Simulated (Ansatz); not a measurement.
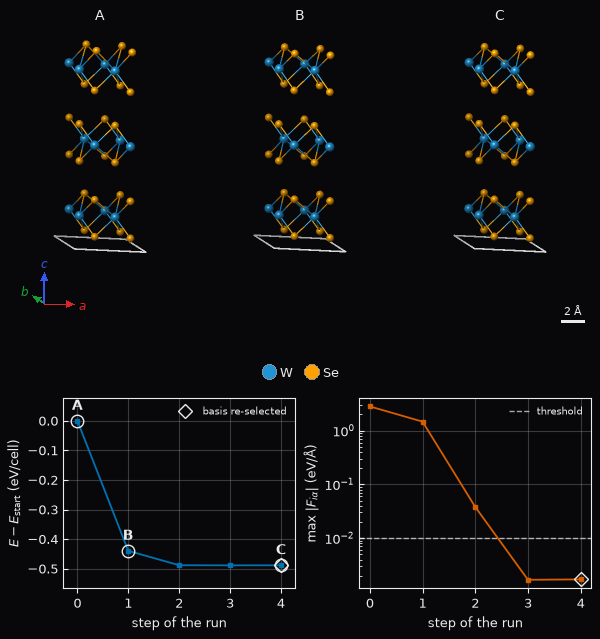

Frames of a relaxation of crystalline WSe2 (set up in P1), marked on the history of the run. A ball-and-stick model of the 2 × 2 repeat of the cell, outlined in the plane, without the vacuum, seen slightly off an axis.

These are results of Ansatz 0.2.0, DFT PBEsol, scalar-relativistic, plane waves, PAW, not measurements. (plane-wave cutoff 420 eV; k-point mesh 12 × 12 × 1; occupations gaussian; smearing width 0.05 eV; no spin polarisation; cell and atoms relaxed; force threshold 0.01 eV/Å; at most 80 steps)

Question: Describe the path.

Answer: After 3 accepted moves (4 points after the start) the energy has fallen by 0.488 eV per cell of the calculation. Largest force component: 2.8 eV/Å at the start, 0.0017 eV/Å at the end. At 1 point the geometry stayed and the basis and grid were re-selected for the new cell (energy shift of 0.2 meV per cell of the calculation at most each time). The largest move relative to the layer's centre is that of a Se atom, 0.25 Å at 23° to the normal (−c side). Largest moves by element: Se 0.25 Å, W 0.06 Å. In the plane the drawn cell goes a 6.542 → 6.543 Å (0.0 %), b 6.542 → 6.543 Å (0.0 %). Some distances before and after: Se–W 2.787 → 2.523 Å, Se–W 2.721 → 2.523 Å, Se–W 2.592 → 2.522 Å. Among the angles between lasting bonds that change: W–Se–W 72.9° → 80.9°, Se–W–Se 72.9° → 80.9°, Se–W–Se 89.5° → 83.1°. The space group stays P1 (No. 1). The run took 2.3 min on 2 threads of AMD EPYC 9R45 96-Core Processor (Zen 5) (shared host), peak memory 1.5 GiB. From step 0 to 1: a Se atom moves most (0.26 Å), energy −0.439 eV per cell of the calculation. From step 1 to 4: a Se atom moves most (0.04 Å), energy −48.9 meV per cell of the calculation.

| step | E − E(0), meV/atom | largest force component, eV/Å | note |
| --- | --- | --- | --- |
| 0 | 0.00 | 2.8186 |  |
| 1 | -48.81 | 1.4680 |  |
| 2 | -54.22 | 0.0379 |  |
| 3 | -54.27 | 0.0017 |  |
| 4 | -54.24 | 0.0017 | same geometry, new basis |

Limits of the set-up: layers or molecules are held without a dispersion correction, so their spacing is unreliable.
